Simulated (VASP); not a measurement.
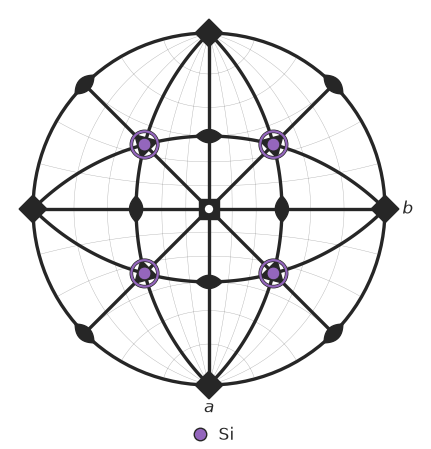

For Si₂Ni, an entry of the Crystallography Open Database, as set up for an electronic-structure calculation: directions from one nickel atom at (0, 0, 0) to its bonded neighbours, in stereographic projection down c (filled: above the plane of the page or in it, open: below). Symmetry computed with spglib at a tolerance of 0.002 Å; standard conventional cell.

Neighbours are counted up to 2.87 Å for Si. The symmetry elements of the site are drawn in: heavy lines are mirror planes (a heavy rim: a mirror in the plane of the page); lens, triangle, square and hexagon are 2-, 3-, 4- and 6-fold axes, a lens in an open square is −4, a triangle in an open hexagon −6; thin dashed diameters join the ends of axes that lie in the page; a small open circle marks inversion.

```yaml
crystal:
  lattice:
    - [5.40600, 0.00000, 0.00000]
    - [0.00000, 5.40600, 0.00000]
    - [0.00000, 0.00000, 5.40600]
  atoms:
    - { symbol: Ni, position: [0.00000, 0.00000, 0.00000] }
    - { symbol: Si, position: [0.25000, 0.25000, 0.75000] }
    - { symbol: Si, position: [0.25000, 0.75000, 0.75000] }
    - { symbol: Ni, position: [0.00000, 0.50000, 0.50000] }
    - { symbol: Si, position: [0.25000, 0.75000, 0.25000] }
    - { symbol: Si, position: [0.25000, 0.25000, 0.25000] }
    - { symbol: Ni, position: [0.50000, 0.00000, 0.50000] }
    - { symbol: Si, position: [0.75000, 0.25000, 0.25000] }
    - { symbol: Si, position: [0.75000, 0.75000, 0.25000] }
    - { symbol: Ni, position: [0.50000, 0.50000, 0.00000] }
    - { symbol: Si, position: [0.75000, 0.75000, 0.75000] }
    - { symbol: Si, position: [0.75000, 0.25000, 0.75000] }
```

Q: How many neighbours are there, and at what angles?

A: 8: 8 Si at 2.34 Å. Angles between bonds: 71° (12×), 109° (12×), 180° (4×).

Q: What is the site's symmetry in the crystal?

A: Point group m-3m (Oh), order 48: three fourfold axes, four threefold axes, six twofold axes, nine mirror planes, an inversion centre. In Fm-3m, No. 225 this is Wyckoff position 4a.
